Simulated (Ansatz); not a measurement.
**AlN: geometry relaxation (part 1 of 3)**

- system: AlN (slab, 32 atoms in the cell)
- method: DFT PBE, scalar-relativistic, plane waves, PAW, no spin polarisation (Ansatz 0.2.0)

The structure derives from an entry of the Crystallography Open Database. The input holds or restrains some coordinates. Forces given for the steps count only the free coordinates. It belongs to a series of runs on one base structure; here: clean slab, lower half held.

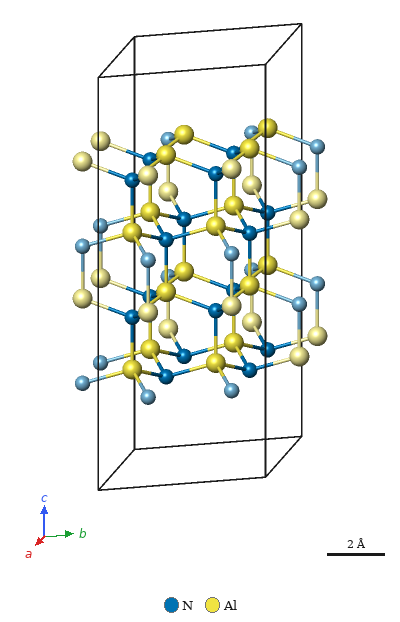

**Figure 1.** The starting structure (ball-and-stick view of the cell of the calculation, with the vacuum cut short, seen slightly off an axis; neighbours outside the cell are drawn fainter). An atom can appear more than once, as a periodic image.

### Key numbers

```json
{"quantity": "outcome", "value": "converged under the restraints of the input"}
{"quantity": "electrons treated", "value": "128"}
{"quantity": "free energy", "value": "−14772.6752 eV"}
{"quantity": "work function, top face", "value": "4.04 eV"}
{"quantity": "work function, bottom face", "value": "7.67 eV"}
{"quantity": "Fermi energy", "value": "0.068 eV"}
{"quantity": "gap on the k-point mesh", "value": "none (metallic)"}
{"quantity": "final volume", "value": "852.69 Å³"}
{"quantity": "work function (upper face)", "value": "4.04 eV"}
{"quantity": "largest force (length of the vector) at the end, held atoms and coordinates included", "value": "2.715 eV/Å"}
{"quantity": "hardware", "value": "4 threads of Arm Neoverse V1, 24 GiB of memory available, shared host"}
{"quantity": "wall time", "value": "88 s (CPU time 5.8 min)"}
{"quantity": "peak memory", "value": "2 GiB"}
```

### Input file
```yaml
crystal:
  lattice:
    - [6.2604791255, 0.0, 0.0]
    - [-3.1302395627, 5.4217339625, 0.0]
    - [0.0, 0.0, 25.1213864809]
  atoms:
    - { symbol: "N", position: [0.1666666667, 0.3333333333, 0.3383571208] }
    - { symbol: "N", position: [0.1666666667, 0.8333333333, 0.3383571208] }
    - { symbol: "N", position: [0.6666666667, 0.3333333333, 0.3383571208] }
    - { symbol: "N", position: [0.6666666667, 0.8333333333, 0.3383571208] }
    - { symbol: Al, position: [0.3333333333, 0.1666666667, 0.3620189119] }
    - { symbol: Al, position: [0.3333333333, 0.6666666667, 0.3620189119] }
    - { symbol: Al, position: [0.8333333333, 0.1666666667, 0.3620189119] }
    - { symbol: Al, position: [0.8333333333, 0.6666666667, 0.3620189119] }
    - { symbol: "N", position: [0.3333333333, 0.1666666667, 0.4382317766] }
    - { symbol: "N", position: [0.3333333333, 0.6666666667, 0.4382317766] }
    - { symbol: "N", position: [0.8333333333, 0.1666666667, 0.4382317766] }
    - { symbol: "N", position: [0.8333333333, 0.6666666667, 0.4382317766] }
    - { symbol: Al, position: [0.1666666667, 0.3333333333, 0.4618935677] }
    - { symbol: Al, position: [0.1666666667, 0.8333333333, 0.4618935677] }
    - { symbol: Al, position: [0.6666666667, 0.3333333333, 0.4618935677] }
    - { symbol: Al, position: [0.6666666667, 0.8333333333, 0.4618935677] }
    - { symbol: "N", position: [0.1666666667, 0.3333333333, 0.5381064323] }
    - { symbol: "N", position: [0.1666666667, 0.8333333333, 0.5381064323] }
    - { symbol: "N", position: [0.6666666667, 0.3333333333, 0.5381064323] }
    - { symbol: "N", position: [0.6666666667, 0.8333333333, 0.5381064323] }
    - { symbol: Al, position: [0.3333333333, 0.1666666667, 0.5617682234] }
    - { symbol: Al, position: [0.3333333333, 0.6666666667, 0.5617682234] }
    - { symbol: Al, position: [0.8333333333, 0.1666666667, 0.5617682234] }
    - { symbol: Al, position: [0.8333333333, 0.6666666667, 0.5617682234] }
    - { symbol: "N", position: [0.3333333333, 0.1666666667, 0.6379810881] }
    - { symbol: "N", position: [0.3333333333, 0.6666666667, 0.6379810881] }
    - { symbol: "N", position: [0.8333333333, 0.1666666667, 0.6379810881] }
    - { symbol: "N", position: [0.8333333333, 0.6666666667, 0.6379810881] }
    - { symbol: Al, position: [0.1666666667, 0.3333333333, 0.6616428792] }
    - { symbol: Al, position: [0.1666666667, 0.8333333333, 0.6616428792] }
    - { symbol: Al, position: [0.6666666667, 0.3333333333, 0.6616428792] }
    - { symbol: Al, position: [0.6666666667, 0.8333333333, 0.6616428792] }
basis:
  ecutwfc: 420
kpoints:
  mp_grid: { grid: [6, 6, 1] }
hamiltonian:
  xc: pbe
scf:
  occupations: { method: gaussian, width: 0.05 }
output:
  forces: true
  eigenvalues: true
relax:
  adjacent_minimum: "off"
  f_tol: 0.03
  max_steps: 70
  constraints: [{ sites: [0, 1, 2, 3, 4, 5, 6, 7, 8, 9, 10, 11, 12, 13, 14, 15] }]
efield:
  axis: 3
  dipole_correction: true
  ramp_width: 0.04
```

Launched with:
```bash
ansatz run input.yaml --threads 4 --pin off --max-ram 10240MiB --backend cpu --events-out ev --progress --plain --runs-dir out
```

### What the program printed
```
Engine: ansatz 0.2.0, aarch64-unknown-linux-gnu
Pseudopotentials: kind: paw
Pseudopotential: N, paw, valence charge 5, recommended cutoff 420 eV (normal), N.paw.azcp
Pseudopotential: Al, paw, valence charge 3, recommended cutoff 420 eV (normal), Al.paw.azcp
Functional definition: PBE
  parameter kappa = 0.804
  parameter beta = 0.06672455060314922
  exchange = pbe_x(kappa = kappa, mu = beta*pi^2/3)
  correlation = pbe_c(beta = beta)
Crystal: 32 atoms, lattice volume = 852.686 Å³
Basis set: ecut = 420 eV, 16751 PW (Γ), exchange–correlation on 90×90×360 points (8 copies of the dense FFT grid, shifted against one another)
Bands: 96, of which v1, the nominal top of the filled ones, is band 64 counted from 1 (63 counted from 0)
Symmetry: 24 space group operations
Space group: P3m1 (ITA 156), of the structure as read, at distance tolerance 9.5e-5 Å
k-points: 7 of 36 (time reversal used)
Non-local potential: N, projectors of the file, l = 0: 2, l = 1: 2, l = 2: 1
Non-local potential: Al, projectors of the file, l = 0: 2, l = 1: 2, l = 2: 1
PAW form: soft (Blöchl's): semilocal exchange-correlation on the pseudo side does not see the compensation charge
PAW one-centre angular grid: N, 110 points (default); XC on 64 Gauss nodes
PAW one-centre angular grid: Al, 110 points (default); XC on 64 Gauss nodes
Initial density: superposition of atomic densities (neutral atoms: chi_scale 0, normalization atom), corrected by the library's trained network
Initial wavefunctions: pseudopotential atomic-orbital guess
Functional: x = pbe(κ = 0.804, μ = 0.2195149727645171), c = pbe(β = 0.06672455060314922)
SCF iter   1: F=—  HF=-14772.609965 eV  |F-HF|=—  |Δ(HF+E_count)|=         —  Δρ=8.39e-3  dr2=1.12e1  ethr=1.77e-3  p=0.559 e·Å  D=1.19e-1 V/Å  ΔV_dip=-2.98 eV  dr2_dipole=7.02e0  V_vac-E_F(+/−)=4.33/7.31 eV  ⟨swp⟩=10.7  Hψ=4338  notcnv=0  defer=101
efield: sawtooth ramp at fractional position 0.9800 (placed from the atoms, in the widest stretch of the axis that holds none; the zero of the levels goes with the place), width 0.0400; the density the first Hamiltonian is built on has a dipole p = 0.559 e·Å; the dipole correction subtracts the counter field D = 1.19e-1 V/Å, which shifts the + side's vacuum level by -2.98 eV against the − side's; the planar-averaged density in the ramp window peaks in size at 2.8e-5 e/Å³
preconditioner: auto → LDOS  [metal: Δε(μ)=0.013 eV  Ē_g=11.513 eV  σ=0.050 eV  W_gap=0.14  n_scr=92 (ndim 8)  ℏωp=14.4 eV  f_vac=0.520  D(μ)=26.57/eV (n_scr^D=216)  β→1.0]
SCF iter   2: F=—  HF=-14772.409067 eV  |F-HF|=—  |Δ(HF+E_count)|=   2.01e-1  Δρ=6.48e-3  dr2=1.41e0  ethr=1.77e-3  p=0.566 e·Å  D=1.20e-1 V/Å  ΔV_dip=-3.02 eV  dr2_dipole=8.91e-1  V_vac-E_F(+/−)=4.35/7.37 eV  ⟨swp⟩=1.7  Hψ=784  notcnv=0  defer=134
SCF iter   3: F=—  HF=-14772.530180 eV  |F-HF|=—  |Δ(HF+E_count)|=   1.21e-1  Δρ=9.67e-3  dr2=1.15e1  ethr=1.10e-3  p=0.689 e·Å  D=1.46e-1 V/Å  ΔV_dip=-3.67 eV  dr2_dipole=7.27e0  V_vac-E_F(+/−)=3.88/7.55 eV  ⟨swp⟩=2.3  Hψ=601  notcnv=0  defer=142  recentre
SCF iter   4: F=—  HF=-14772.373122 eV  |F-HF|=—  |Δ(HF+E_count)|=   1.57e-1  Δρ=2.31e-3  dr2=7.02e-1  ethr=1.10e-3  p=0.603 e·Å  D=1.28e-1 V/Å  ΔV_dip=-3.22 eV  dr2_dipole=4.54e-1  V_vac-E_F(+/−)=4.24/7.45 eV  ⟨swp⟩=1.7  Hψ=788  notcnv=0  defer=136
SCF iter   5: F=—  HF=-14772.368165 eV  |F-HF|=—  |Δ(HF+E_count)|=   4.96e-3  Δρ=1.62e-3  dr2=3.39e-1  ethr=5.48e-4  p=0.624 e·Å  D=1.32e-1 V/Å  ΔV_dip=-3.32 eV  dr2_dipole=2.03e-1  V_vac-E_F(+/−)=4.21/7.53 eV  ⟨swp⟩=1.6  Hψ=525  notcnv=0  defer=148
SCF iter   6: F=—  HF=-14772.365714 eV  |F-HF|=—  |Δ(HF+E_count)|=   2.45e-3  Δρ=4.46e-4  dr2=2.23e-2  ethr=2.65e-4  p=0.620 e·Å  D=1.31e-1 V/Å  ΔV_dip=-3.30 eV  dr2_dipole=1.06e-2  V_vac-E_F(+/−)=4.24/7.54 eV  ⟨swp⟩=1.0  Hψ=515  notcnv=0  defer=157
SCF iter   7: F=—  HF=-14772.364910 eV  |F-HF|=—  |Δ(HF+E_count)|=   8.04e-4  Δρ=2.03e-4  dr2=2.28e-3  ethr=1.74e-5  p=0.619 e·Å  D=1.31e-1 V/Å  ΔV_dip=-3.30 eV  dr2_dipole=4.58e-4  V_vac-E_F(+/−)=4.27/7.57 eV  ⟨swp⟩=1.0  Hψ=627  notcnv=0  defer=157
SCF iter   8: F=—  HF=-14772.364833 eV  |F-HF|=—  |Δ(HF+E_count)|=   7.72e-5  Δρ=4.51e-4  dr2=1.64e-2  ethr=1.78e-6  p=0.617 e·Å  D=1.31e-1 V/Å  ΔV_dip=-3.29 eV  dr2_dipole=9.83e-3  V_vac-E_F(+/−)=4.28/7.58 eV  ⟨swp⟩=2.0  Hψ=774  notcnv=0  defer=157  recentre
SCF iter   9: F=—  HF=-14772.364693 eV  |F-HF|=—  |Δ(HF+E_count)|=   1.40e-4  Δρ=2.50e-4  dr2=4.68e-3  ethr=1.78e-6  p=0.618 e·Å  D=1.31e-1 V/Å  ΔV_dip=-3.29 eV  dr2_dipole=2.84e-3  V_vac-E_F(+/−)=4.28/7.58 eV  ⟨swp⟩=1.1  Hψ=516  notcnv=0  defer=157
SCF iter  10: F=—  HF=-14772.364671 eV  |F-HF|=—  |Δ(HF+E_count)|=   2.21e-5  Δρ=6.75e-5  dr2=7.48e-5  ethr=1.78e-6  p=0.618 e·Å  D=1.31e-1 V/Å  ΔV_dip=-3.30 eV  dr2_dipole=5.48e-7  V_vac-E_F(+/−)=4.28/7.58 eV  ⟨swp⟩=1.1  Hψ=516  notcnv=0  defer=157
SCF iter  11: F=—  HF=-14772.364658 eV  |F-HF|=—  |Δ(HF+E_count)|=   1.30e-5  Δρ=2.98e-5  dr2=8.46e-5  ethr=1.76e-8  p=0.618 e·Å  D=1.31e-1 V/Å  ΔV_dip=-3.30 eV  dr2_dipole=3.91e-5  V_vac-E_F(+/−)=4.28/7.58 eV  ⟨swp⟩=27.7  Hψ=6077  notcnv=0
SCF iter  12: F=-14772.364660 eV  HF=-14772.364663 eV  |F-HF|=3.39e-6  |Δ(HF+E_count)|=   4.95e-6  Δρ=2.47e-5  dr2=8.41e-6  ethr=1.76e-8  p=0.618 e·Å  D=1.31e-1 V/Å  ΔV_dip=-3.30 eV  dr2_dipole=1.08e-7  V_vac-E_F(+/−)=4.28/7.58 eV  ⟨swp⟩=11.6  Hψ=2918  notcnv=0
SCF 1 converged in 12 iterations: F = -14772.364660 eV  dr2 = 8.41e-6
  greatest PAW one-centre occupation: 0.801 electrons in one spin orbital (limit 2), on the N atom at site 3 (counted from 0), in its partial waves of l = 0
relax step   1: F+E_penalty+E_count = -14772.36465986 eV  Δ(F+E_penalty+E_count) = +0.000e0 eV  max|allowed force component| = 1.275e0 eV/Å  Δτ_max = 0.0000 Å  (12 SCF iters, dr2 threshold 2.25e-5 eV, accepted)
Initial density: handed on by an earlier stage of this run
Initial wavefunctions: those handed on with the density
iter 1 solved again at ethr=5.99e-4 eV; its pass at ethr=3.10e-3 eV (dr2=7.67e-1 eV) is discarded
SCF iter   1: F=—  HF=-14772.551685 eV  |F-HF|=—  |Δ(HF+E_count)|=         —  Δρ=2.93e-3  dr2=7.62e-1  ethr=5.99e-4  p=0.618 e·Å  D=1.31e-1 V/Å  ΔV_dip=-3.30 eV  dr2_dipole=4.63e-1  V_vac-E_F(+/−)=4.27/7.57 eV  ⟨swp⟩=1.0  Hψ=1657  notcnv=0  defer=166
efield: sawtooth ramp at fractional position 0.9800 (handed on by an earlier solve), width 0.0400; the density the first Hamiltonian is built on has a dipole p = 0.618 e·Å; the dipole correction subtracts the counter field D = 1.31e-1 V/Å, which shifts the + side's vacuum level by -3.30 eV against the − side's; the planar-averaged density in the ramp window peaks in size at 4.9e-7 e/Å³
preconditioner: auto → LDOS  [metal: Δε(μ)=0.051 eV  Ē_g=11.389 eV  σ=0.050 eV  W_gap=0.43  n_scr=92 (ndim 8)  ℏωp=14.4 eV  f_vac=0.518  D(μ)=20.15/eV (n_scr^D=112)  β→1.0]
SCF iter   2: F=—  HF=-14772.744977 eV  |F-HF|=—  |Δ(HF+E_count)|=   1.93e-1  Δρ=9.65e-3  dr2=1.48e1  ethr=5.95e-4  p=0.701 e·Å  D=1.49e-1 V/Å  ΔV_dip=-3.74 eV  dr2_dipole=9.24e0  V_vac-E_F(+/−)=3.90/7.64 eV  ⟨swp⟩=3.0  Hψ=565  notcnv=0  defer=166  recentre
SCF iter   3: F=—  HF=-14772.543120 eV  |F-HF|=—  |Δ(HF+E_count)|=   2.02e-1  Δρ=2.49e-3  dr2=5.70e-1  ethr=5.95e-4  p=0.623 e·Å  D=1.32e-1 V/Å  ΔV_dip=-3.32 eV  dr2_dipole=3.46e-1  V_vac-E_F(+/−)=4.25/7.57 eV  ⟨swp⟩=2.1  Hψ=811  notcnv=0  defer=163
SCF iter   4: F=—  HF=-14772.534396 eV  |F-HF|=—  |Δ(HF+E_count)|=   8.72e-3  Δρ=6.68e-4  dr2=9.46e-2  ethr=4.45e-4  p=0.639 e·Å  D=1.36e-1 V/Å  ΔV_dip=-3.41 eV  dr2_dipole=4.92e-2  V_vac-E_F(+/−)=4.19/7.59 eV  ⟨swp⟩=1.1  Hψ=510  notcnv=0  defer=163
SCF iter   5: F=—  HF=-14772.530831 eV  |F-HF|=—  |Δ(HF+E_count)|=   3.57e-3  Δρ=8.34e-4  dr2=3.45e-2  ethr=7.39e-5  p=0.633 e·Å  D=1.34e-1 V/Å  ΔV_dip=-3.37 eV  dr2_dipole=1.85e-2  V_vac-E_F(+/−)=4.22/7.59 eV  ⟨swp⟩=2.0  Hψ=785  notcnv=0  defer=163
SCF iter   6: F=—  HF=-14772.530490 eV  |F-HF|=—  |Δ(HF+E_count)|=   3.41e-4  Δρ=8.14e-4  dr2=5.98e-2  ethr=2.69e-5  p=0.634 e·Å  D=1.34e-1 V/Å  ΔV_dip=-3.38 eV  dr2_dipole=3.53e-2  V_vac-E_F(+/−)=4.22/7.60 eV  ⟨swp⟩=1.4  Hψ=686  notcnv=0  defer=163
SCF iter   7: F=—  HF=-14772.529525 eV  |F-HF|=—  |Δ(HF+E_count)|=   9.64e-4  Δρ=3.75e-4  dr2=9.55e-3  ethr=2.69e-5  p=0.635 e·Å  D=1.35e-1 V/Å  ΔV_dip=-3.38 eV  dr2_dipole=5.60e-3  V_vac-E_F(+/−)=4.22/7.60 eV  ⟨swp⟩=1.1  Hψ=534  notcnv=0  defer=163
SCF iter   8: F=—  HF=-14772.529431 eV  |F-HF|=—  |Δ(HF+E_count)|=   9.42e-5  Δρ=2.09e-4  dr2=3.60e-3  ethr=7.46e-6  p=0.635 e·Å  D=1.35e-1 V/Å  ΔV_dip=-3.39 eV  dr2_dipole=2.23e-3  V_vac-E_F(+/−)=4.22/7.61 eV  ⟨swp⟩=1.9  Hψ=594  notcnv=0  defer=163
SCF iter   9: F=-14772.529430 eV  HF=-14772.529469 eV  |F-HF|=3.87e-5  |Δ(HF+E_count)|=   3.81e-5  Δρ=5.40e-5  dr2=4.50e-5  ethr=7.81e-8  p=0.636 e·Å  D=1.35e-1 V/Å  ΔV_dip=-3.39 eV  dr2_dipole=1.21e-5  V_vac-E_F(+/−)=4.21/7.61 eV  ⟨swp⟩=18.4  Hψ=4777  notcnv=0
SCF 2 converged in 9 iterations: F = -14772.529430 eV  dr2 = 4.50e-5
relax step   2: F+E_penalty+E_count = -14772.52943047 eV  Δ(F+E_penalty+E_count) = -1.648e-1 eV  max|allowed force component| = 7.649e-1 eV/Å  Δτ_max = 0.0289 Å  (9 SCF iters, dr2 threshold 1.00e-4 eV, accepted)
iter 1 solved again at ethr=5.35e-4 eV; its pass at ethr=3.10e-3 eV (dr2=6.85e-1 eV) is discarded
```
